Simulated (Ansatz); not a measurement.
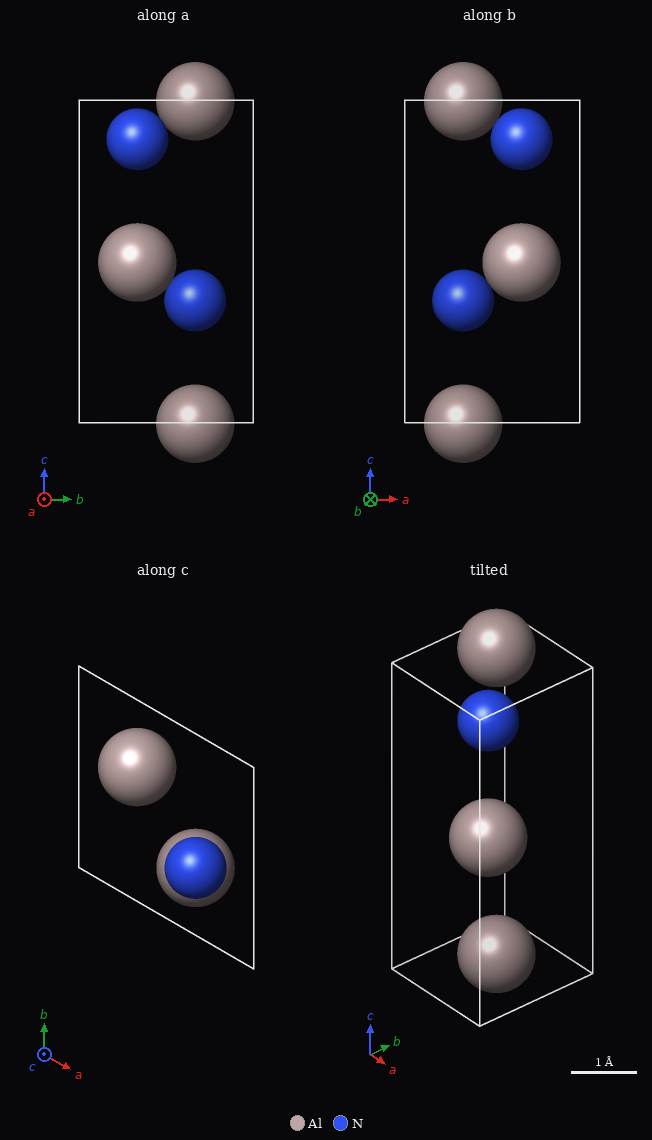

Shown here is a spheres-only view of the crystal, taken along the a axis, along the b axis, along the c axis and slightly off an axis. Atoms at the boundary of the unit cell (the box) are drawn once for each face, edge or corner they touch.

Lattice parameters: a = 3.1222 Å, b = 3.1106 Å, c = 4.9786 Å, α = 90.000°, β = 90.000°, γ = 120.124°.

Question: Express the structure as a CIF in P1 with every atom of the cell, with free fractional coordinates to two decimals.

Answer:
```cif
data_structure
_symmetry_space_group_name_H-M 'P 1'
_symmetry_Int_Tables_number 1
_cell_length_a 3.1222
_cell_length_b 3.1106
_cell_length_c 4.9786
_cell_angle_alpha 90.000
_cell_angle_beta 90.000
_cell_angle_gamma 120.124
_cell_volume 41.82
loop_
_atom_site_label
_atom_site_type_symbol
_atom_site_fract_x
_atom_site_fract_y
_atom_site_fract_z
_atom_site_occupancy
Al1 Al 0.33 0.67 0.00 1
Al2 Al 0.67 0.33 0.50 1
N1 N 0.33 0.67 0.38 1
N2 N 0.67 0.33 0.88 1
```

Provenance: a structure type filled with these elements by a generator (whether the compound takes this form wasn't checked). The cell was then strained or its atoms displaced on purpose. An electronic-structure calculation with Ansatz was run on it.
